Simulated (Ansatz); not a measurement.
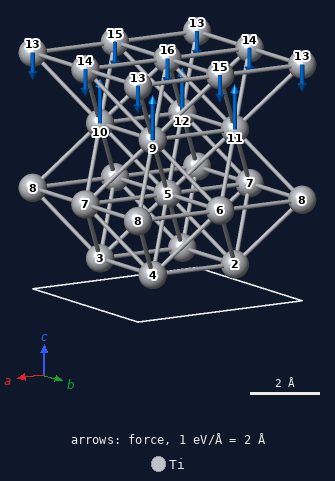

Starting geometry of a slab of composition Ti (cut from the Fm-3m phase) with the computed forces as blue arrows. The picture is a ball-and-stick view of the cell of the calculation, outlined in the plane, without the vacuum, seen from a free direction.

Case: clean slab, lower planes held. The slab is the (1 0 0) face of Ti. 8 atoms are held fixed.

Level of theory: DFT PBE+D3(BJ), scalar-relativistic, plane waves, PAW in Ansatz. Settings: plane-wave cutoff 420 eV; k-point mesh 4 × 4 × 1; occupations gaussian; smearing width 0.1 eV; no spin polarisation; dipole correction; atoms relaxed in a fixed cell; force threshold 0.03 eV/Å; at most 70 steps.

### What follows when this structure is relaxed?

It isn't relaxed: the largest force vector, on Ti atoms, is 0.67 eV/Å. The atoms end up moving mostly along the starting forces (cosine between the two patterns 0.88). The largest moves, 0.10 Å, are those of Ti atoms. The lattice vectors keep their values. Some distances before and after: Ti–Ti 2.855 → 2.779 Å, Ti–Ti 2.855 → 2.930 Å. After 3 geometry steps the energy has fallen by 0.142 eV per cell of the calculation. Largest force component: 0.67 eV/Å at the start, 0.0072 eV/Å at the end. Cost: 30 s on 4 threads of Intel(R) Xeon(R) 6975P-C (Granite Rapids), on a shared host, peak memory 1.8 GiB.
